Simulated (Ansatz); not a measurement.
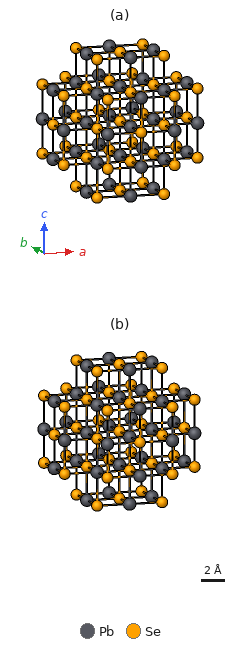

The structure of crystalline PbSe (built on the rocksalt type) before (top) and after (bottom) a relaxation, at one scale.

The picture is a ball-and-stick view of the conventional cell (4 times the calculation's cell), seen slightly off an axis. Lengths and directions refer to the drawn axes.

Level of theory: DFT, LDA, plane waves, PAW (Ansatz). (plane-wave cutoff 420 eV; k-point mesh 6 × 6 × 6; occupations fermi dirac; smearing width 0.02 eV; no spin polarisation; cell and atoms relaxed; force threshold 0.005 eV/Å)

> What changed between the two?

After 3 accepted moves (4 points after the start) the energy has fallen by 35.7 meV per atom. All forces vanish by symmetry, so only the cell relaxes. The pressure goes from −4.19 to −0.01 GPa. The SCF was repeated once at an unchanged geometry on a basis and grid sized afresh for the cell, which shifted the energy by 0.3 meV per atom at most. No atom moves by more than 0.005 Å relative to the cell. Cell: a = b = c 6.217 → 6.037 Å (−2.9 %). Volume −8.5 %. Some distances before and after: Pb–Se 3.109 → 3.018 Å. The space group stays Fm-3m (No. 225). Cost: 1.7 s on 4 threads of Arm Neoverse V1 (shared host), peak memory 0.34 GiB.
